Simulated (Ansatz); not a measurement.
Here is a crystal structure:

```yaml
crystal:
  lattice:
    - [3.52536, 0.00000, 0.00000]
    - [-1.76268, 3.05305, 0.00000]
    - [0.00000, 0.00000, 6.59549]
  atoms:
    - { symbol: Si, position: [0.33333, 0.66667, 0.06309] }
    - { symbol: Si, position: [0.66667, 0.33333, 0.56309] }
    - { symbol: Si, position: [0.33333, 0.66667, 0.43691] }
    - { symbol: Si, position: [0.66667, 0.33333, 0.93691] }
```

Describe what this structure looks like.

Answer. The element is silicon. The atoms follow space group P6_3/mmc (No. 194); the Bravais lattice is primitive hexagonal. The cell holds four atoms. Around each Si lie four Si in a distorted tetrahedral arrangement at 2.20 to 2.47 Å. The bonds build a three-dimensional framework.

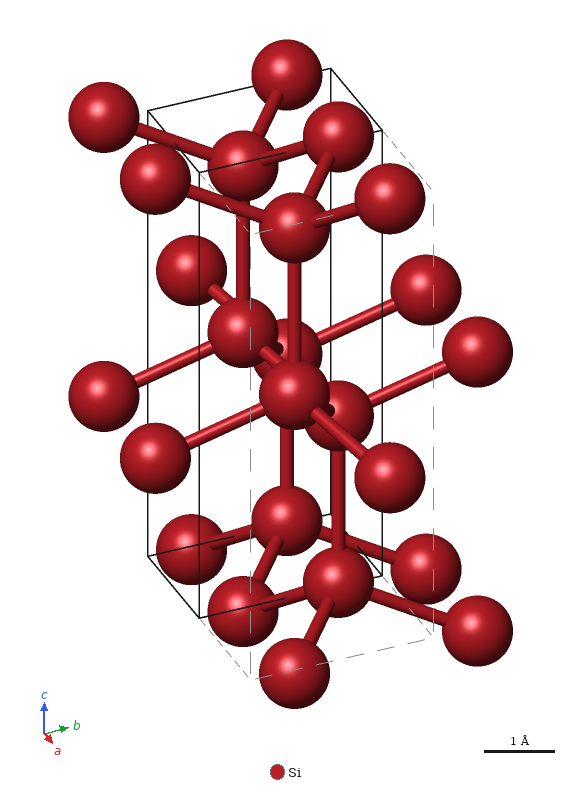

This ball-and-stick model is shown slightly off an axis. One conventional unit cell is drawn solid; the view covers 2×1×1 cells. The bonded neighbours beyond the faces are included. Colours: silicon red.

It goes back to a structure listed in the Materials Project. The cell was then strained or its atoms displaced on purpose. It was run through Ansatz as a DFT input.

At this level of theory the run's own cell isn't at rest (compressed, at 18 GPa and forces up to 1.7 eV/Å), so its distances can differ from those at equilibrium, the more so the softer the solid.
